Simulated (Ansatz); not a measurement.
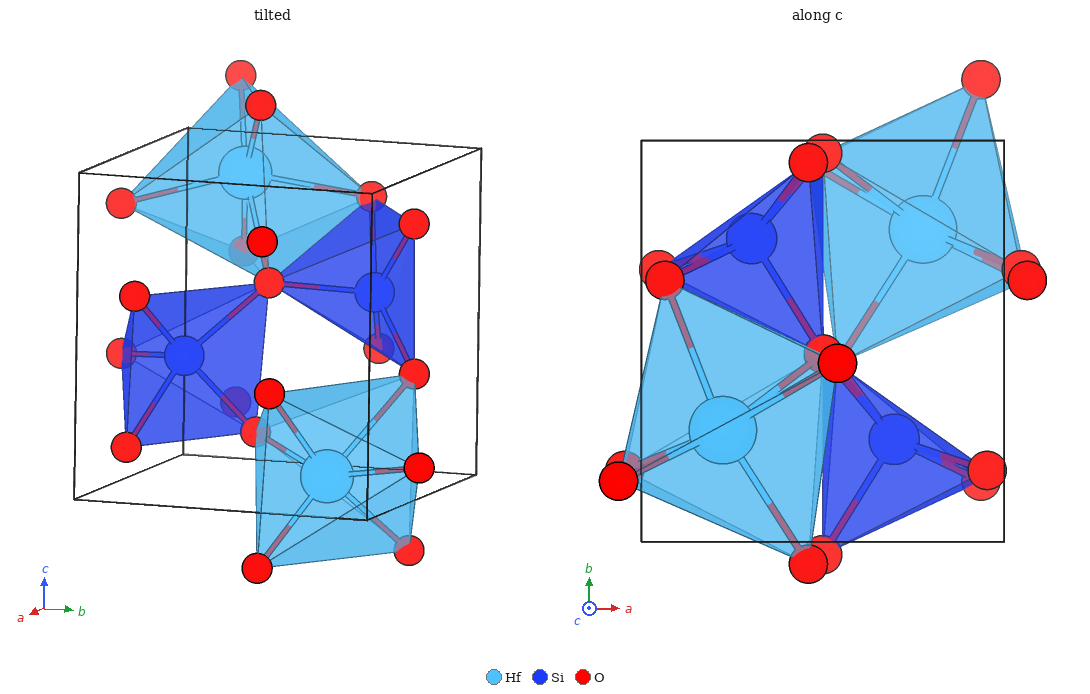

Figure: polyhedral view slightly off an axis and along the c axis. The conventional unit cell is outlined; an atom on or near a face, edge or corner is repeated at each equivalent position. Some neighbours outside the box are added.

HfSiO4, space group P2_1 (No. 4), a = 4.601 Å, b = 5.092 Å, c = 5.295 Å, α = 90.00°, β = 92.35°, γ = 90.00°. The initial geometry was a structure type filled with these elements by a generator (whether the compound takes this form wasn't checked). Earlier steps of the study, as a rule a relaxation of our own, may have changed the cell and positions, so they can lie some per cent off the listed ones. It went into a calculation with Ansatz.

This one geometry was computed with Ansatz (DFT, plane waves, PAW) at five levels of theory: PBE with spin-orbit coupling, r2SCAN, HSE06, PBE0 and PBE. It was relaxed beforehand with r2SCAN.

> Which level gives the highest pressure at this volume, and what does that say about its equilibrium volume?

Highest: PBE with spin-orbit coupling (6.4 GPa) and PBE (6.6 GPa), which points to the largest equilibrium volume. Lowest, with the smallest volume: r2SCAN (0.0 GPa), HSE06 (-0.4 GPa) and PBE0 (-0.4 GPa). Levels within 0.5 GPa of each other can't be told apart.

> How does the band gap change with the level of theory?

PBE with spin-orbit coupling: a gap of 3.60 eV, indirect; PBE: a gap of 3.64 eV, indirect; r2SCAN: a gap of 4.17 eV, indirect; HSE06: a gap of 5.30 eV, indirect; PBE0: a gap of 6.07 eV, indirect.

> Collect the results in a table.

| level | cutoff (eV) | k-mesh of the run's cell | gap (eV) | pressure (GPa) |
| --- | --- | --- | --- | --- |
| PBE with spin-orbit coupling | 420 | 6×6×6 | 3.60 | 6.4 |
| r2SCAN | 500 | 6×6×6 | 4.17 | 0.0 |
| HSE06 | 420 | 4×4×4 | 5.30 | -0.4 |
| PBE0 | 420 | 4×4×4 | 6.07 | -0.4 |
| PBE | 420 | 6×6×6 | 3.64 | 6.6 |

Gaps are taken on the k-mesh or band path of each run.
